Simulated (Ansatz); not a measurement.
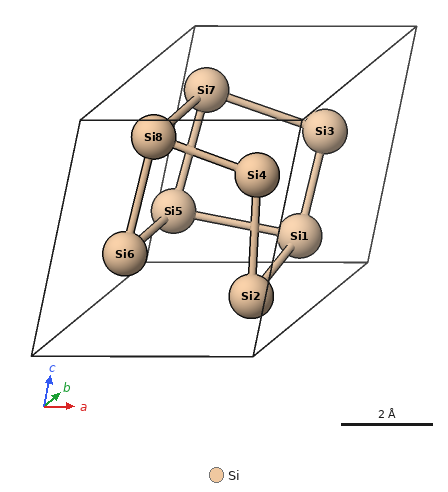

Figure 1. The structure as given in the input (ball-and-stick view of the cell of the calculation, set on other vectors, seen at an oblique angle; atoms are numbered from 1 in the order of the input). An atom can appear more than once, as a periodic image.

Si: single-point calculation

The run: single-point calculation of Si (P1, 8 atoms in the cell). Method and program: DFT LDA, scalar-relativistic, plane waves, PAW, no spin polarisation (Ansatz 0.2.0).

The structure derives from a Materials Project entry. It belongs to a series of runs on one base structure; here: all atoms moved at random (sigma 0.15 A a component), cell strained at random (sigma 0.03). Figures and captions count atoms from 1; the log counts them from 0 in places.

**Log**
```
Engine: ansatz 0.2.0, x86_64-unknown-linux-gnu
Pseudopotentials: kind: paw
Pseudopotential: Si, paw, valence charge 4, recommended cutoff 420 eV (normal), Si.paw.azcp
Functional definition: SPW92
  exchange = slater_x
  correlation = pw_c
Crystal: 8 atoms, lattice volume = 112.723 Å³
Basis set: ecut = 420 eV, 2193 PW (Γ)
Bands: 24, of which v1, the nominal top of the filled ones, is band 16 counted from 1 (15 counted from 0)
Symmetry: 1 space group operations
Space group: P1 (ITA 1), of the structure as read, at distance tolerance 4.8e-5 Å
k-points: 1376 of 2744 (time reversal used)
Non-local potential: Si, projectors of the file, l = 0: 2, l = 1: 2, l = 2: 2
PAW form: soft (Blöchl's): semilocal exchange-correlation on the pseudo side does not see the compensation charge
PAW frozen core: Si, regenerated for the run's functional, and the local potential with it (the file was generated under x = pbe(κ = 0.804, μ = 0.2195149727645171), c = pbe(β = 0.06672455060314922))
PAW one-centre angular grid: Si, 110 points (default); XC on 64 Gauss nodes
Initial density: superposition of atomic densities (neutral atoms: chi_scale 0, normalization atom), corrected by the library's trained network
Initial wavefunctions: pseudopotential atomic-orbital guess
Functional: x = slater, c = lda
SCF iter   1: F=—  HF=-4864.988560 eV  |F-HF|=—  |Δ(HF+E_count)|=         —  Δρ=4.91e-3  dr2=2.45e-2  ethr=1.77e-3  ⟨swp⟩=7.0  Hψ=190588  notcnv=0
preconditioner: auto → Kerker (q_TF=auto, 2.212 Å⁻¹)  [metal: Δε(μ)=0.001 eV  Ē_g=8.114 eV  σ=0.150 eV  W_gap=0.00  n_scr=16 (ndim 8)  ℏωp=19.8 eV  f_vac=0.000  D(μ)=3.50/eV (n_scr^D=18)]
SCF iter   2: F=—  HF=-4864.983562 eV  |F-HF|=—  |Δ(HF+E_count)|=   5.00e-3  Δρ=2.78e-3  dr2=7.69e-3  ethr=7.66e-5  ⟨swp⟩=1.0  Hψ=44168  notcnv=0
SCF iter   3: F=—  HF=-4864.981027 eV  |F-HF|=—  |Δ(HF+E_count)|=   2.54e-3  Δρ=2.97e-4  dr2=9.96e-5  ethr=2.40e-5  ⟨swp⟩=2.3  Hψ=53034  notcnv=0
SCF iter   4: F=—  HF=-4864.980985 eV  |F-HF|=—  |Δ(HF+E_count)|=   4.16e-5  Δρ=5.06e-5  dr2=2.28e-6  ethr=3.11e-7  ⟨swp⟩=2.0  Hψ=53133  notcnv=0
iter 5 did not close the SCF: its close was put off for the readings that it lacked (scf_convergence_deferred on its scf_iter line)
SCF iter   5: F=-4864.980985 eV  HF=-4864.980985 eV  |F-HF|=7.47e-9  |Δ(HF+E_count)|=   3.03e-7  Δρ=5.95e-6  dr2=3.49e-8  ethr=7.11e-9  ⟨swp⟩=2.2  Hψ=53281  notcnv=0
SCF iter   6: F=-4864.980985 eV  HF=-4864.980985 eV  |F-HF|=6.75e-10  |Δ(HF+E_count)|=  1.82e-10  Δρ=9.11e-7  dr2=1.30e-9  ethr=1.09e-10  ⟨swp⟩=6.8  Hψ=151762  notcnv=0
SCF 1 converged in 6 iterations: F = -4864.980985 eV  dr2 = 1.30e-9
  greatest PAW one-centre occupation: 0.691 electrons in one spin orbital (limit 2), on the Si atom at site 6 (counted from 0), in its partial waves of l = 0
SCF converged after 6 iterations
Free energy (F): -4864.980985 eV
Harris-Foulkes:  -4864.980985 eV  (|F-HF|=6.75e-10)
Internal energy: -4864.941691 eV  (E = F + TS)
E sigma→0 (E₀):  -4864.961338 eV
Entropy (-TS):   -0.039294 eV (-4.912 meV/atom)
Fermi energy:    10.780220 eV
--- Per-component energies (eV) ---
  E_band       = 158.505829
  E_kinetic    = 340.382072
  E_local      = -10.434647  (includes V_loc(G=0)·N_el)
  E_nonlocal   = 214.561084
  E_hartree    = 12.481074
  E_xc         = -450.083332
  E_vxc        = -391.711561  (∫ρ·V_xc dr)
  E_paw        = -3885.096129  (= ΣΔE_a)
  E_vpaw       = -19.253194  (= ΣTr[D̂ρ^β])
  E_aug_tail   = 0.000051  (compensation charges beyond the density's cutoff)
  E_ewald      = -1087.426509
  E_core_change = 0.674646  (= ΣΔE_core)
  E_smearing   = -0.039294  (= −TS)
  E_closure    = 0.000000  (closes the sum)
  Σ components = -4864.980985   (vs F -4864.980985, Δ=0.00e0)
--- Forces (eV/Å), atoms counted from 1 ---
  atom   1  Si     0.12383612    -1.31609472     1.77876131
  atom   2  Si    -0.49130246    -0.19024445     0.95082313
  atom   3  Si     1.25085171    -0.28467283     0.80662736
  atom   4  Si    -0.63137290     0.91478530     0.16918154
  atom   5  Si     0.27214958     0.68078603    -2.48962792
  atom   6  Si     0.06328845     0.66063521    -0.90324165
  atom   7  Si    -0.23742854    -0.20978141    -0.44008344
  atom   8  Si    -0.35002412    -0.25541410     0.12755898
  max |Σ_I F_I| component: 2.15e-6 eV/Å
--- Stress (GPa, compression-positive) ---
        1.817222       0.752659       1.743702
        0.752659       6.038057      -2.476754
        1.743702      -2.476754       7.599074
  P = ⅓ Tr σ = 5.1515 GPa (51.515 kbar)
--- Band table (eV; the first three rows and the last of 1376) ---
  k-point 0: bands = ["-4.0219", "1.5875", "2.0513", "2.8166", "3.1146", "3.5436", "3.7410", "4.0897", "4.6250", "5.1758", "5.4074", "5.6874", "6.2091", "8.9847", "9.2424", "9.4210", "10.3750", "14.1948", "14.4652", "14.6625", "15.1258", "15.2085", "15.9018", "16.3044"]
  k-point 1: bands = ["-3.9905", "1.1284", "2.2278", "2.9156", "3.1582", "3.4484", "3.8669", "4.1504", "4.8017", "5.0424", "5.3306", "5.8932", "6.4338", "8.4128", "8.7824", "10.1239", "10.8135", "13.4629", "14.3192", "14.7839", "14.9737", "15.1097", "15.7364", "16.2359"]
  k-point 2: bands = ["-3.8963", "0.4546", "2.2019", "2.9806", "3.1471", "3.4755", "4.2545", "4.2978", "4.8081", "5.1204", "5.4858", "6.3046", "6.8943", "7.6934", "8.1584", "11.0010", "11.5986", "12.5156", "13.5356", "14.2047", "14.7044", "15.0518", "15.4608", "15.8312"]
  k-point 1375: bands = ["-1.6414", "-0.7030", "-0.3979", "0.2876", "1.0996", "1.5416", "6.2850", "6.4919", "6.8540", "7.2366", "7.9181", "8.1489", "9.4611", "9.9605", "10.9513", "11.1991", "11.6398", "12.0399", "12.2302", "12.5091", "12.9178", "13.4534", "13.5826", "13.7137"]
```

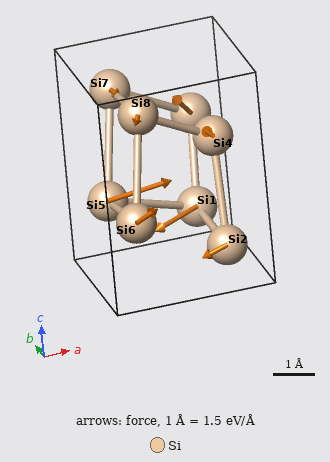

Figure 2. Forces on the atoms as orange arrows (ball-and-stick view of the cell of the calculation, set on other vectors, seen slightly off an axis; atoms are numbered from 1 in the order of the input). The largest act on Si5 (2.60 eV/Å); Si1 (2.22 eV/Å); Si3 (1.52 eV/Å); Si4, Si6 (1.12 eV/Å), among others. The geometry is not a stationary point of this energy.

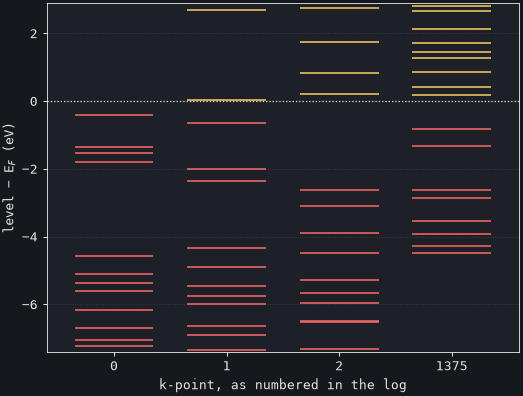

Figure 3. Kohn–Sham levels near the Fermi level (dotted) at the few k-points that the log prints; levels within 0.02 eV of each other stand side by side. The system is metallic on the full mesh.

The run was set up as follows.

**Input**
```yaml
crystal:
  lattice:
    - [1.2270754473, -2.051532381, 4.3091199256]
    - [1.5365385258, -2.493834075, -4.623025916]
    - [2.7973216415, 4.5648275875, 0.1332688729]
  atoms:
    - { symbol: Si, position: [0.4384031662, 0.1867093495, 0.1867361864] }
    - { symbol: Si, position: [0.880940391, 0.6789625814, 0.127126982] }
    - { symbol: Si, position: [0.4215944248, 0.1869391191, 0.6287307881] }
    - { symbol: Si, position: [1.0196913502, 0.7705684206, 0.6768195948] }
    - { symbol: Si, position: [0.0660291571, 0.2496615428, 0.3164182488] }
    - { symbol: Si, position: [0.5404460541, 0.7663982624, 0.3415903313] }
    - { symbol: Si, position: [0.0665476456, 0.3132938942, 0.8541940431] }
    - { symbol: Si, position: [0.5663478109, 0.8474668301, 0.8683838254] }
basis:
  ecutwfc: 420
kpoints:
  mp_grid: { grid: [14, 14, 14] }
hamiltonian:
  xc: lda
scf:
  occupations: { method: gaussian, width: 0.15 }
output:
  forces: true
  stress: true
  eigenvalues: true
```

Launched with:
```bash
ansatz run input.yaml --threads 2 --pin off --max-ram 5120MiB --backend cpu --events-out ev --progress --plain --runs-dir out
```

**Results in brief**

| quantity | value |
| --- | --- |
| outcome | converged |
| space group (tolerance 0.01 Å) | P1 (1) |
| electrons treated | 32 |
| free energy | −4864.9810 eV |
| Fermi energy | 10.780 eV |
| gap on the k-point mesh | none (metallic) |
| pressure | 5.15 GPa |
| largest force (length of the vector) | 2.595 eV/Å |
| hardware | 2 threads of Intel Xeon @ 2.50GHz (Skylake/Cascade Lake), 32 GiB of memory available, shared host |
| wall time | 2.3 min (CPU time 4.6 min) |
| peak memory | 2.9 GiB |
